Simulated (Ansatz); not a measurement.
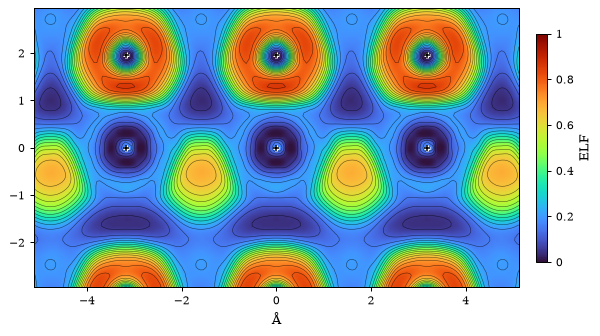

The ELF on a plane through atoms (crosses mark nuclei in the plane).

The calculation used DFT r2SCAN, scalar-relativistic, plane waves, PAW in Ansatz.

Candidates:
A. GaN, a = 3.18 Å, b = 3.18 Å, c = 5.18 Å, α = 90.00°, β = 90.00°, γ = 120.00°. Space group P6₃mc; a generated structure, not necessarily the stable one.
B. Ga2O3, a = 12.25 Å, b = 3.04 Å, c = 5.81 Å, α = 90.00°, β = 103.82°, γ = 90.00°. Space group C2/m.
C. Ge2Sb2Te5, a = 4.23 Å, b = 4.23 Å, c = 18.30 Å, α = 90.00°, β = 90.00°, γ = 120.00°. Space group P-3m1; a generated structure, not necessarily the stable one.

### Which candidate gave the map?

Candidate A: GaN on the (010) plane of the conventional cell, which holds Ga and N. Ga–N (1.95 Å): the ELF peaks at about 0.85 in the valence shell of N, 0.7 Å from its nucleus, and is about 0.50 at the midpoint.
